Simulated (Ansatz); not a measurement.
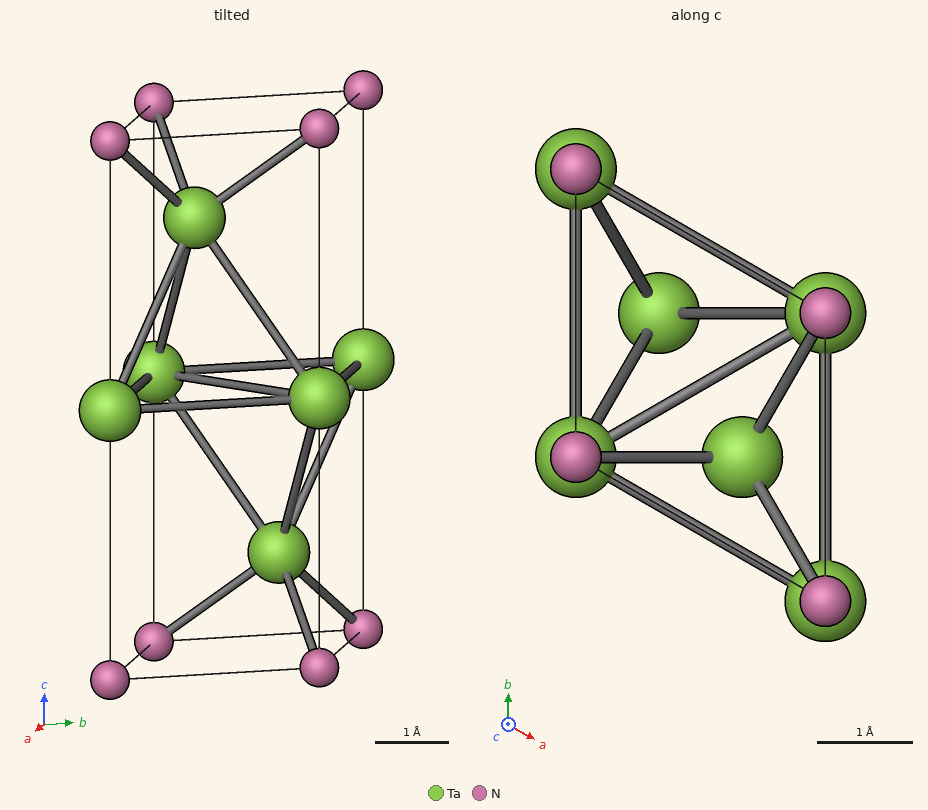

Ta3N, space group P-3m1 (No. 164), a = 3.032 Å, b = 3.032 Å, c = 7.524 Å, α = 90.00°, β = 90.00°, γ = 120.00°. Crystal structure, ball-and-stick style, seen slightly off an axis and along the c axis. The frame is the conventional unit cell; atoms at its boundary are shown with their periodic copies. This one geometry was run with six functionals. The cell is a structure listed in the Materials Project. It needn't be the stable form of this composition.

Alike in all runs: Ansatz 0.2.0; potentials Ansatz PAW; cutoff 420 eV; k mesh 7 × 7 × 3 on the run's cell of 4 atoms; occupations fermi-dirac, width 0.05 eV; no spin polarisation; no spin-orbit coupling. All runs are metallic.

| level | pressure (GPa) |
| --- | --- |
| LDA | -13.3 |
| revPBE | ? |
| PBEsol | -8.1 |
| PBE | -0.7 |
| BLYP | 7.3 |
| RPBE | 3.0 |

Q: Fill in the row of revPBE.

A: Pressure 1.9 GPa. That is between PBE and RPBE in pressure.

Q: Order the levels by the equilibrium volume that these pressures point to, smallest first.

A: LDA (-13.3 GPa), PBEsol (-8.1 GPa), PBE (-0.7 GPa), revPBE (1.9 GPa), RPBE (3.0 GPa), BLYP (7.3 GPa). A higher pressure at one volume points to a larger equilibrium volume, as long as the bulk moduli are alike; rows a few tenths of a GPa apart can't be told apart.

Caveat: spin-orbit coupling is left out, which matters for Ta, if less for volumes and forces than for levels.
